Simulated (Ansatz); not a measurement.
Run report: CoSi$_{2}$, single-point calculation

The run: single-point calculation of CoSi$_{2}$ (Fm-3m, 3 atoms in the cell). Method and program: DFT PBEsol, scalar-relativistic, plane waves, PAW, spin-polarised (Ansatz 0.2.0).

The structure derives from an entry of the Crystallography Open Database. Figures and captions count atoms from 1; the log counts them from 0 in places.

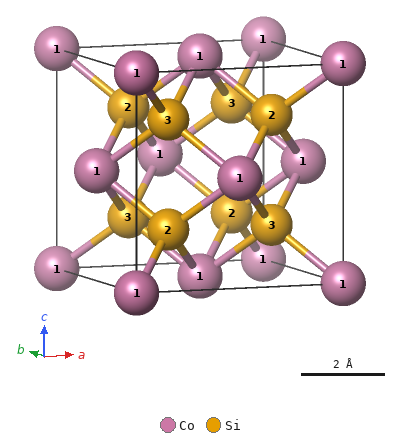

*The structure (ball-and-stick view of the cell 4 times as large as that of the calculation, set on its symmetry axes, seen slightly off an axis; atoms are numbered from 1 in the order of the input). An atom can appear more than once, as a periodic image.*

Near neighbours in the periodic cell (some may lie outside the picture): Co has 8 Si at 2.32 Å; Si has 4 Co at 2.32 Å.

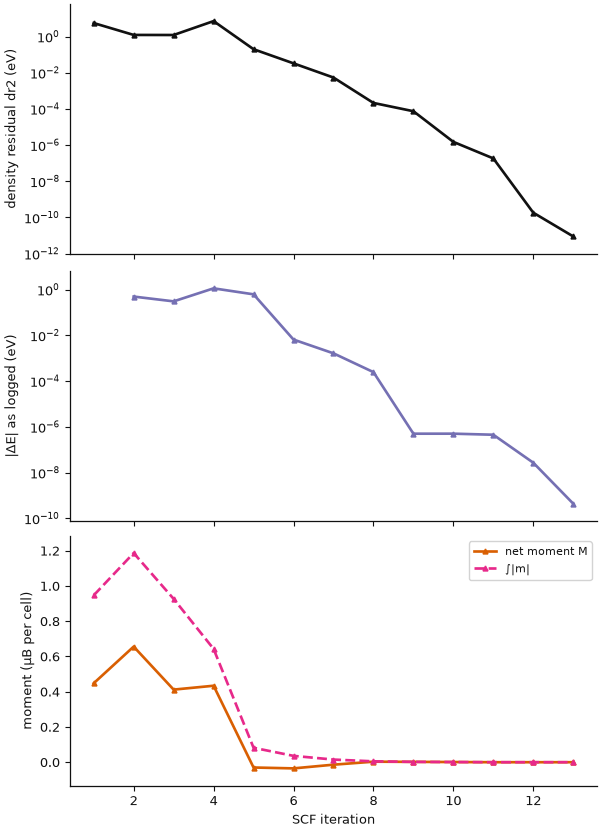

*Convergence of the self-consistent field: density residual dr2, size of the energy change and magnetic moment against the SCF iteration.*

The residual comes down, with one marked jump up, by a factor of about 6, at step 4. The net moment goes from 0.4 to 0.0 μB per cell, and ∫|m| falls to zero.

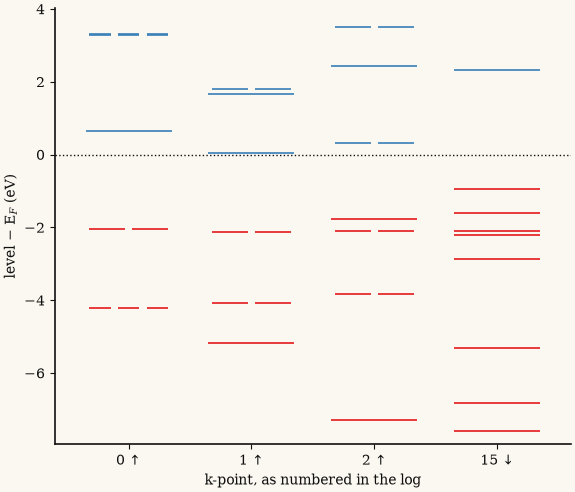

*Kohn–Sham levels near the Fermi level (dotted) at the few k-points that the log prints; levels within 0.02 eV of each other stand side by side.*

The system is metallic on the full mesh.

These pictures come from the run below.

Input file:
```yaml
crystal:
  lattice:
    - [0.0, 2.678, 2.678]
    - [2.678, 0.0, 2.678]
    - [2.678, 2.678, 0.0]
  atoms:
    - { symbol: Co, position: [0.0, 0.0, 0.0], spin: 3.0 }
    - { symbol: Si, position: [0.25, 0.25, 0.25] }
    - { symbol: Si, position: [0.75, 0.75, 0.75] }
basis:
  ecutwfc: 420
kpoints:
  mp_grid: { grid: [6, 6, 6] }
hamiltonian:
  xc: pbesol
scf:
  occupations: { method: gaussian, width: 0.1 }
  lower_state_search: "off"
output:
  forces: true
  stress: true
  eigenvalues: true
  populations: true
magnetization:
  spin_polarized: true
```

Launch command:
```bash
ansatz run input.yaml --threads 4 --pin off --max-ram 11264MiB --backend cpu --events-out ev --progress --plain --runs-dir out
```

Output:
```
Engine: ansatz 0.2.0, aarch64-unknown-linux-gnu
Pseudopotentials: kind: paw
Pseudopotential: Co, paw, valence charge 17, recommended cutoff 420 eV (normal), Co.paw.azcp
Pseudopotential: Si, paw, valence charge 4, recommended cutoff 420 eV (normal), Si.paw.azcp
Functional definition: PBEsol
  exchange = pbesol_x
  correlation = pbesol_c
Crystal: 3 atoms, lattice volume = 38.412 Å³
Basis set: ecut = 420 eV, 749 PW (Γ), exchange–correlation on 54×54×54 points (8 copies of the dense FFT grid, shifted against one another)
Bands: 18, of which v1, the nominal top of the filled ones, is band 13 counted from 1 (12 counted from 0)
Symmetry: 48 space group operations
Space group: Fm-3m (ITA 225), of the structure as read, at distance tolerance 3.4e-5 Å
Magnetic group: BNS 225.116 (UNI 1618), of the structure as read, at distance tolerance 3.4e-5 Å
k-points: 16 of 216
Non-local potential: Co, projectors of the file, l = 0: 3, l = 1: 2, l = 2: 3, l = 3: 1
Non-local potential: Si, projectors of the file, l = 0: 2, l = 1: 2, l = 2: 2
PAW form: soft (Blöchl's): semilocal exchange-correlation on the pseudo side does not see the compensation charge
PAW frozen core: Co, regenerated for the run's functional, and the local potential with it (the file was generated under x = pbe(κ = 0.804, μ = 0.2195149727645171), c = pbe(β = 0.06672455060314922))
PAW frozen core: Si, regenerated for the run's functional, and the local potential with it (the file was generated under x = pbe(κ = 0.804, μ = 0.2195149727645171), c = pbe(β = 0.06672455060314922))
PAW one-centre angular grid: Co, 590 points (default); XC on 64 Gauss nodes
PAW one-centre angular grid: Si, 110 points (default); XC on 64 Gauss nodes
Initial density: superposition of atomic densities (chi_scale 0.1, normalization cell)
Starting moments: Σ|m| = 3 μB on 1 of 3 sites
Initial wavefunctions: pseudopotential atomic-orbital guess
Functional: x = pbesol(κ = 0.804, μ = 0.12345679012345678), c = pbesol(β = 0.046)
SCF iter   1: F=—  HF=-6337.392661 eV  |F-HF|=—  |Δ(HF+E_count)|=         —  Δρ=2.08e-1 (↑1.17e-1 ↓2.08e-1)  dr2=5.53e0  dr2_m=9.03e0  M=0.448 μB ∫|m|=0.947 μB  β_m=0.30  ethr=3.10e-3  ⟨swp⟩=5.2  Hψ=2808  notcnv=0
preconditioner: auto → Kerker (q_TF=auto, 2.540 Å⁻¹)  [metal: Δε(μ)=0.025 eV  Ē_g=9.473 eV  σ=0.100 eV  W_gap=0.14  n_scr=14 (ndim 8)  ℏωp=24.7 eV  f_vac=0.000  D(μ)=1.86/eV (n_scr^D=14)]
spin=Collinear: Kerker preconditioning applied to the charge; magnetization (m = ρ↑ − ρ↓) channel mixes plain (no charge-response kernel on spin).
SCF iter   2: F=—  HF=-6336.898466 eV  |F-HF|=—  |Δ(HF+E_count)|=   4.94e-1  Δρ=1.75e-1 (↑1.75e-1 ↓1.20e-1)  dr2=1.22e0  dr2_m=7.41e0  M=0.656 μB ∫|m|=1.187 μB  β_m=0.30  ethr=3.10e-3  ⟨swp⟩=2.3  Hψ=1209  notcnv=0  defer=40
Mixer restart at iter 2: flushing history
spin-set hold released at iteration 2 (the charge has settled, or the pull on large starting moments outlasts its swing): the magnetisation degrees of freedom join the quasi-Newton model from the next iteration; the mixer history was flushed
SCF iter   3: F=—  HF=-6337.203252 eV  |F-HF|=—  |Δ(HF+E_count)|=   3.05e-1  Δρ=1.35e-1 (↑1.10e-1 ↓1.35e-1)  dr2=1.21e0  dr2_m=5.19e0  M=0.412 μB ∫|m|=0.927 μB  β_m=0.65  ethr=3.10e-3  ⟨swp⟩=2.3  Hψ=1065  notcnv=0  defer=40
SCF iter   4: F=—  HF=-6338.329545 eV  |F-HF|=—  |Δ(HF+E_count)|=    1.13e0  Δρ=1.33e-1 (↑1.33e-1 ↓4.57e-2)  dr2=7.09e0  dr2_m=7.04e-1  M=0.434 μB ∫|m|=0.643 μB  β_m=0.66  ethr=3.10e-3  ⟨swp⟩=3.4  Hψ=1236  notcnv=0  defer=40
SCF iter   5: F=—  HF=-6337.710415 eV  |F-HF|=—  |Δ(HF+E_count)|=   6.19e-1  Δρ=1.69e-2 (↑1.69e-2 ↓9.80e-3)  dr2=1.98e-1  dr2_m=6.46e-3  M=-0.030 μB ∫|m|=0.082 μB  β_m=0.83  ethr=3.10e-3  ⟨swp⟩=2.2  Hψ=1337  notcnv=0  defer=42
SCF iter   6: F=—  HF=-6337.703909 eV  |F-HF|=—  |Δ(HF+E_count)|=   6.51e-3  Δρ=6.51e-3 (↑4.25e-3 ↓6.51e-3)  dr2=3.28e-2  dr2_m=1.05e-3  M=-0.035 μB ∫|m|=0.036 μB  β_m=0.87  ethr=7.92e-4  ⟨swp⟩=1.8  Hψ=724  notcnv=0  defer=39
SCF iter   7: F=—  HF=-6337.702277 eV  |F-HF|=—  |Δ(HF+E_count)|=   1.63e-3  Δρ=3.05e-3 (↑3.05e-3 ↓1.47e-3)  dr2=5.39e-3  dr2_m=2.86e-4  M=-0.014 μB ∫|m|=0.015 μB  β_m=0.94  ethr=1.31e-4  ⟨swp⟩=2.0  Hψ=749  notcnv=0  defer=39
SCF iter   8: F=—  HF=-6337.702032 eV  |F-HF|=—  |Δ(HF+E_count)|=   2.46e-4  Δρ=7.72e-4 (↑2.10e-4 ↓7.72e-4)  dr2=2.13e-4  dr2_m=6.43e-5  M=0.003 μB ∫|m|=0.005 μB  β_m=0.89  ethr=2.16e-5  ⟨swp⟩=1.2  Hψ=569  notcnv=0  defer=39
SCF iter   9: F=—  HF=-6337.702032 eV  |F-HF|=—  |Δ(HF+E_count)|=   5.01e-7  Δρ=4.37e-4 (↑4.37e-4 ↓1.40e-4)  dr2=7.42e-5  dr2_m=1.18e-5  M=0.002 μB ∫|m|=0.002 μB  β_m=0.95  ethr=8.51e-7  ⟨swp⟩=2.2  Hψ=731  notcnv=0  defer=39
SCF iter  10: F=—  HF=-6337.702032 eV  |F-HF|=—  |Δ(HF+E_count)|=   5.02e-7  Δρ=7.36e-5 (↑7.36e-5 ↓3.59e-5)  dr2=1.50e-6  dr2_m=7.96e-7  M=0.001 μB ∫|m|=0.001 μB  β_m=0.97  ethr=2.97e-7  ⟨swp⟩=1.6  Hψ=603  notcnv=0  defer=39
SCF iter  11: F=—  HF=-6337.702032 eV  |F-HF|=—  |Δ(HF+E_count)|=   4.51e-7  Δρ=2.60e-5 (↑2.60e-5 ↓9.06e-6)  dr2=1.83e-7  dr2_m=7.70e-8  M=0.000 μB ∫|m|=0.000 μB  β_m=0.99  ethr=6.00e-9  ⟨swp⟩=2.2  Hψ=769  notcnv=0  defer=39
iter 12 did not close the SCF: its close was put off for a magnetic moment that had not settled (scf_convergence_deferred on its scf_iter line)
SCF iter  12: F=-6337.702032 eV  HF=-6337.702032 eV  |F-HF|=1.63e-10  |Δ(HF+E_count)|=   2.70e-8  Δρ=1.67e-6 (↑1.67e-6 ↓1.52e-6)  dr2=1.83e-10  dr2_m=8.45e-10  M=0.000 μB ∫|m|=0.000 μB  β_m=0.99  ethr=4.00e-10  ⟨swp⟩=9.1  Hψ=2383  notcnv=0
SCF iter  13: F=-6337.702032 eV  HF=-6337.702032 eV  |F-HF|=9.09e-12  |Δ(HF+E_count)|=  4.37e-10  Δρ=1.81e-7 (↑1.81e-7 ↓2.80e-8)  dr2=8.92e-12  dr2_m=2.79e-12  M=0.000 μB ∫|m|=0.000 μB  ethr=1.00e-12  ⟨swp⟩=1.0  Hψ=1499  notcnv=0
WARN: the starting moments were not kept: the SCF closed with an absolute magnetisation of 1.1e-6 μB, where they sum to 3 μB in size (1 site). That is at most 0.1 of that sum. Measured as dr2_m measures the in/out step, that magnetisation stands 1.9e-12 eV from none, at or under the dr2_threshold of 1.0e-7 eV: it is no larger than a step whose dr2_m would equal this threshold. The system may hold no moment; this SCF shows only that its start led to no more than that. To try another start: raise the starting moments (crystal.atoms[].spin, magnetization.per_species, magnetization.initial_magnetization, or on a non-collinear deck that types none of these the spinor_matrix: blocks that start its atoms; where the total moment is fixed, keep their sum and leave initial_magnetization as it is; typed ones take the place of any that the run laid by itself, positive ones on a crystal's lanthanoids without a Hubbard term where scf.initial_density.shell_occupations: [] is typed) or, if the notice of its spin-set hold's release reads "site moments contracting" or "site moments show no strong build", lengthen the hold (scf.mixing.spin_hold: { on: { confirm: 4 } }; for m-r²SCAN on two components see the key's manual first). Each may lead to a state that holds a moment. A second SCF, from the converged charge density, with the starting moments and any scf.initial_density.shell_occupations laid on it anew, would have followed, and was not run: the deck does not ask for one (magnetization.retry_lost_moments is false, the default). To let it run, set magnetization.retry_lost_moments: true and run the deck again, where that key's refused combinations let it; where memory then withholds it, that run's warning says so.
SCF 1 converged in 13 iterations: F = -6337.702032 eV  dr2 = 8.92e-12
  greatest PAW one-centre occupation: 1.000 electrons in one spin orbital (limit 2), on the Co atom at site 0 (counted from 0), in its partial waves of l = 1
SCF converged after 13 iterations
Magnetization: 0.0000 μB (12.5000 up, 12.5000 down)
Absolute magnetization: 0.0000 μB (∫|ρ↑−ρ↓|, with the PAW one-centre terms)
Spin contamination: 0.0000 ħ² per cell (⟨S²⟩ above its minimum at these occupations)
Per-site moments (μB) at R_I (Å): [(8.02353447635011e-7, 0.9566766129255746), (-9.397593317397589e-9, 0.9566766129255748), (-9.397593294982748e-9, 0.9566766129255746)]
Free energy (F): -6337.702032 eV
Harris-Foulkes:  -6337.702032 eV  (|F-HF|=9.09e-12)
Internal energy: -6337.693183 eV  (E = F + TS)
E sigma→0 (E₀):  -6337.697607 eV
Entropy (-TS):   -0.008849 eV (-2.950 meV/atom)
Fermi energy:    12.914789 eV
--- Per-component energies (eV) ---
  E_band       = -285.141704
  E_kinetic    = 547.607756
  E_local      = -4097.672615  (includes V_loc(G=0)·N_el)
  E_nonlocal   = 503.548269
  E_hartree    = 1780.685549
  E_xc         = -272.036805
  E_vxc        = -304.851243  (∫ρ·V_xc dr)
  E_paw        = -2481.590572  (= ΣΔE_a)
  E_vpaw       = -495.145348  (= ΣTr[D̂ρ^β])
  E_aug_tail   = 0.000131  (compensation charges beyond the density's cutoff)
  E_ewald      = -2318.486437
  E_core_change = 0.251541  (= ΣΔE_core)
  E_smearing   = -0.008849  (= −TS)
  E_closure    = -0.000000  (closes the sum)
  Σ components = -6337.702032   (vs F -6337.702032, Δ=0.00e0)
--- Forces (eV/Å), atoms counted from 1 ---
  atom   1  Co    -0.00000000     0.00000000    -0.00000000
  atom   2  Si    -0.00000000     0.00000000     0.00000000
  atom   3  Si    -0.00000000     0.00000000    -0.00000000
  max |Σ_I F_I| component: 8.33e-17 eV/Å
--- Stress (GPa, compression-positive) ---
       -4.472672      -0.000000      -0.000000
        0.000000      -4.472672      -0.000000
       -0.000000       0.000000      -4.472672
  P = ⅓ Tr σ = -4.4727 GPa (-44.727 kbar)
--- Band table (eV; the first three rows and the last of 32) ---
  k-point 0 ↑: bands = ["-81.6657", "-45.1220", "-45.1220", "-45.1220", "-0.3527", "8.6928", "8.6928", "8.6928", "10.8800", "10.8800", "13.5542", "16.1850", "16.1850", "16.1850", "16.2313", "16.2313", "16.2313", "18.4251"]
  k-point 1 ↑: bands = ["-81.6657", "-45.1226", "-45.1221", "-45.1221", "0.0681", "7.7372", "8.8339", "8.8339", "10.7764", "10.7764", "12.9485", "14.5719", "14.7254", "14.7254", "17.1261", "17.1261", "17.7811", "18.3301"]
  k-point 2 ↑: bands = ["-81.6657", "-45.1238", "-45.1223", "-45.1223", "1.2955", "5.6147", "9.0963", "9.0963", "10.8015", "10.8015", "11.1584", "13.2372", "13.2372", "15.3550", "16.4252", "16.4252", "17.1273", "20.7444"]
  k-point 15 ↓: bands = ["-81.6656", "-45.1241", "-45.1233", "-45.1229", "4.1678", "5.3334", "6.0897", "7.5959", "10.0388", "10.7000", "10.8171", "11.3178", "11.9563", "15.2496", "17.1358", "18.0520", "21.2055", "22.2785"]
--- Löwdin populations: 3 sites ---
  site symbol       q [e]    m [muB]
     0     Co     16.7283     0.0000
     1     Si      3.9646    -0.0000
     2     Si      3.9646    -0.0000
  spilling = 0.013697 (of n_electrons = 25.000000)
```

File populations.tsv:
```
# site	symbol	l	j	q_up	q_dn
# orbitals = lowdin
# n_electrons = 25.000000
# spilling = 0.013697
0	Co	0_3S	-	0.981244	0.981244
0	Co	0_4S	-	0.293547	0.293547
0	Co	1_3P	-	2.996291	2.996291
0	Co	2_3D	-	4.093069	4.093068
1	Si	0_3S	-	0.610484	0.610484
1	Si	1_3P	-	1.371837	1.371837
2	Si	0_3S	-	0.610484	0.610484
2	Si	1_3P	-	1.371837	1.371837
```

Summary:

```json
{"quantity": "outcome", "value": "converged"}
{"quantity": "space group (tolerance 0.01 Å)", "value": "Fm-3m (225)"}
{"quantity": "electrons treated", "value": "25"}
{"quantity": "free energy", "value": "−6337.7020 eV"}
{"quantity": "Fermi energy", "value": "12.915 eV"}
{"quantity": "gap on the k-point mesh", "value": "none (metallic)"}
{"quantity": "net moment of the cell", "value": "0.00 μB"}
{"quantity": "integrated absolute moment", "value": "0.00 μB"}
{"quantity": "pressure", "value": "−4.47 GPa"}
{"quantity": "largest force (length of the vector)", "value": "under 0.001 eV/Å"}
{"quantity": "hardware", "value": "4 threads of Arm Neoverse V2, 24 GiB of memory available, shared host"}
{"quantity": "wall time", "value": "0.76 s (CPU time 2.3 s)"}
{"quantity": "peak memory", "value": "0.3 GiB"}
```

Remarks:

Warnings of the run: some starting moments were not kept.
